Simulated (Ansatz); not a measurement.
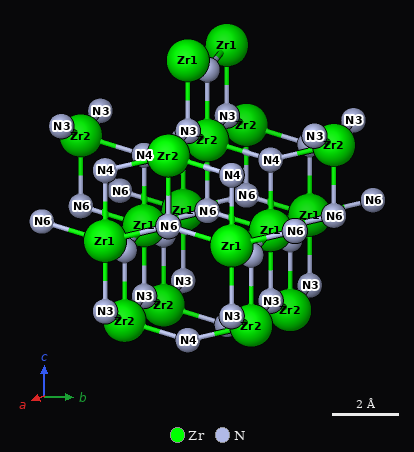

Starting structure of solid ZrN2 (a generated structure, set up in I4_1/amd). A ball-and-stick model of the atoms within 5.8 Å of the atom that moves most (axes of the conventional cell (2 times the calculation's cell)), seen slightly off an axis. Lengths and directions refer to the drawn axes.

Case: O → N on all its sites, cell and atoms relaxed.

Level of theory: DFT LDA, scalar-relativistic, plane waves, PAW in Ansatz 0.2.0.

Input file:
```yaml
crystal:
  lattice:
    - [-2.0268324868, 2.0268324868, 5.4003323553]
    - [2.0268324868, -2.0268324868, 5.4003323553]
    - [2.0268324868, 2.0268324868, -5.4003323553]
  atoms:
    - { symbol: Zr, position: [0.0, 0.0, 0.0] }
    - { symbol: Zr, position: [0.75, 0.25, 0.5] }
    - { symbol: "N", position: [0.7986281243, 0.7986281243, 0.0] }
    - { symbol: "N", position: [0.2013718757, 0.2013718757, 0.0] }
    - { symbol: "N", position: [0.9513718757, 0.4513718757, 0.5] }
    - { symbol: "N", position: [0.5486281243, 0.0486281243, 0.5] }
basis:
  ecutwfc: 420
kpoints:
  mp_grid: { grid: [12, 12, 12] }
hamiltonian:
  xc: lda
scf:
  occupations: { method: gaussian, width: 0.1 }
output:
  forces: true
  stress: true
  eigenvalues: true
relax:
  adjacent_minimum: "off"
  f_tol: 0.01
  max_steps: 60
  cell: { stress_tol: 0.1 }
```

Command:
```bash
ansatz run input.yaml --threads 1 --pin off --max-ram 2560MiB --backend cpu --events-out ev --progress --plain --runs-dir out
```

### Predict the outcome.

The largest moves relative to the cell, 0.098 Å, are those of N3, N4, N5 and N6. N6 goes along −c. Zr stays in place. The drawn cell changes as follows: a = b 4.054 → 4.136 Å (+2.0 %), c 10.801 → 10.340 Å (−4.3 %); the volume changes by −0.4 %. Some distances before and after: Zr1–Zr2 3.376 → 3.310 Å, Zr1–N5 2.094 → 2.107 Å, Zr1–N3 2.175 → 2.181 Å. Bond angles that change, for instance: N5–Zr1–N5 150.9° → 157.9°, Zr1–N5–Zr1 150.9° → 157.9°, N3–Zr1–N6 104.5° → 101.1°. The space group stays I4_1/amd (No. 141). After 5 accepted moves (7 points after the start) the energy has fallen by 90.8 meV per cell of the calculation. Largest force component: 0.14 eV/Å at the start, under 0.0001 eV/Å at the end. The pressure goes from 1.66 to 0.00 GPa. The SCF was repeated twice at an unchanged geometry on a basis and grid sized afresh for the cell, which shifted the energy by 3.0 meV per cell of the calculation at most. Cost: 110 s on 1 thread of Oxide Virtual Turin-like Processor (Zen 5), with other jobs on the host, peak memory 0.63 GiB.

After the run, drawn alike:

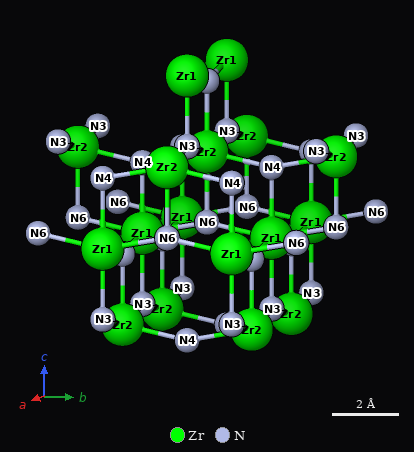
